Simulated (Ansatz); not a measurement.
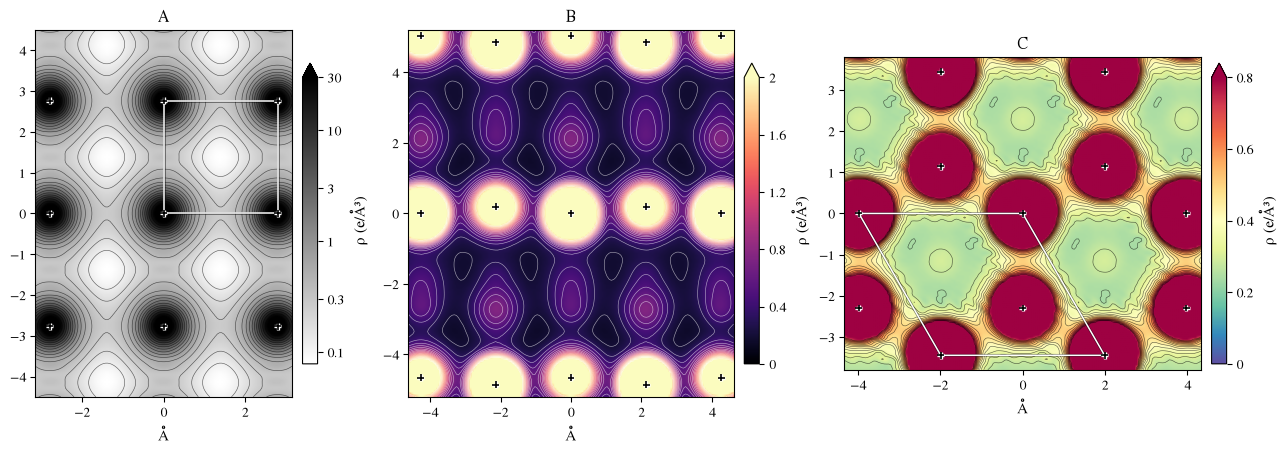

The valence electron density of 3 systems, each on a plane through atoms (crosses mark nuclei in the plane).

Computed with Ansatz 0.2.0, DFT r2SCAN, scalar-relativistic, plane waves, PAW.

System 1: Ni2Ge, the (001) plane of the conventional cell. Space group P6₃/mmc; a structure from a database of computed crystals, not necessarily the ambient phase; computed without spin polarisation.

System 2: Ge, the (010) plane of the conventional cell. Space group Cmmm; a structure from a database of computed crystals, not necessarily the ambient phase; changed on purpose from its base cell (strain +0.000 along x and y, +0.025 along z, atoms carried along); computed pressure about −4 GPa in this cell.

System 3: Ta4N5, the (11̄0) plane of the conventional cell. Space group I4/m; a structure from a database of computed crystals, not necessarily the ambient phase; computed without spin polarisation.

```
CELL_PARAMETERS angstrom
6.86541 0.00000 0.00000
0.00000 -6.86541 0.00000
0.00000 0.00000 -4.26376
ATOMIC_POSITIONS crystal
Ta 0.10561 0.71706 0.50000
Ta 0.60561 0.21706 0.00000
Ta 0.28294 0.10561 0.50000
Ta 0.78294 0.60561 0.00000
Ta 0.71706 0.89439 0.50000
Ta 0.21706 0.39439 0.00000
Ta 0.39439 0.78294 0.00000
Ta 0.89439 0.28294 0.50000
N 0.00000 0.00000 0.50000
N 0.50000 0.50000 0.00000
N 0.80852 0.59170 0.50000
N 0.30852 0.09170 0.00000
N 0.40830 0.80852 0.50000
N 0.90830 0.30852 0.00000
N 0.09170 0.69148 0.00000
N 0.59170 0.19148 0.50000
N 0.19148 0.40830 0.50000
N 0.69148 0.90830 0.00000
```

Q: Which map belongs to which system?

A: Panel A is system 2, Ge: the plane holds Ge. Ge–Ge (2.77 Å): ρ at the midpoint is about 0.34 e/Å³. Panel B is system 3, Ta4N5: the plane holds Ta and N. Ta–N (2.14 Å): ρ at the midpoint is about 0.64 e/Å³. Panel C is system 1, Ni2Ge: the plane holds Ni and Ge. Ni–Ge (2.30 Å): the density is about 0.51 e/Å³ at the midpoint.
